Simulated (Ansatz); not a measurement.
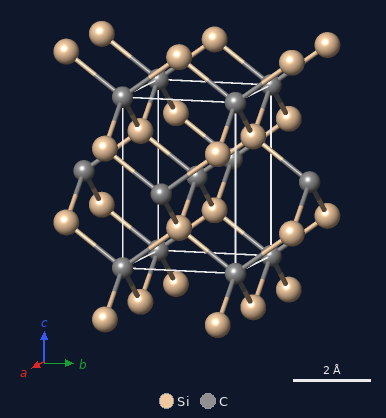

The structure above is drawn in ball-and-stick style and viewed slightly off an axis. The frame is the conventional unit cell; atoms at its boundary are shown with their periodic copies. Atoms of adjacent cells appear where they bond to atoms in the box.

SiC, space group I-4m2 (No. 119), a = 3.080 Å, b = 3.080 Å, c = 4.505 Å, α = 90.00°, β = 90.00°, γ = 90.00°. The structure comes from a structure listed in the Materials Project. The cell was then strained or its atoms displaced on purpose. It was the input of a calculation with Ansatz.

This one geometry was computed with Ansatz (DFT, plane waves, PAW) at three levels of theory: PBE, r2SCAN and HSE06. It was relaxed with r2SCAN and then strained.

Which level gives the highest pressure at this volume, and what does that say about its equilibrium volume?

Highest: PBE (-3.6 GPa), which points to the largest equilibrium volume. Lowest, with the smallest volume: HSE06 (-8.4 GPa). Levels within 0.5 GPa of each other can't be told apart.

How does the band gap change with the level of theory?

PBE: a gap of 1.21 eV, indirect; r2SCAN: a gap of 1.55 eV, indirect; HSE06: a gap of 2.06 eV, indirect.

Collect the results in a table.

| level | cutoff (eV) | k-mesh of the run's cell | gap (eV) | pressure (GPa) |
| --- | --- | --- | --- | --- |
| PBE | 420 | 10×10×10 | 1.21 | -3.6 |
| r2SCAN | 500 | 10×10×10 | 1.55 | -7.2 |
| HSE06 | 420 | 8×8×8 | 2.06 | -8.4 |

Gaps are taken on the k-mesh or band path of each run.
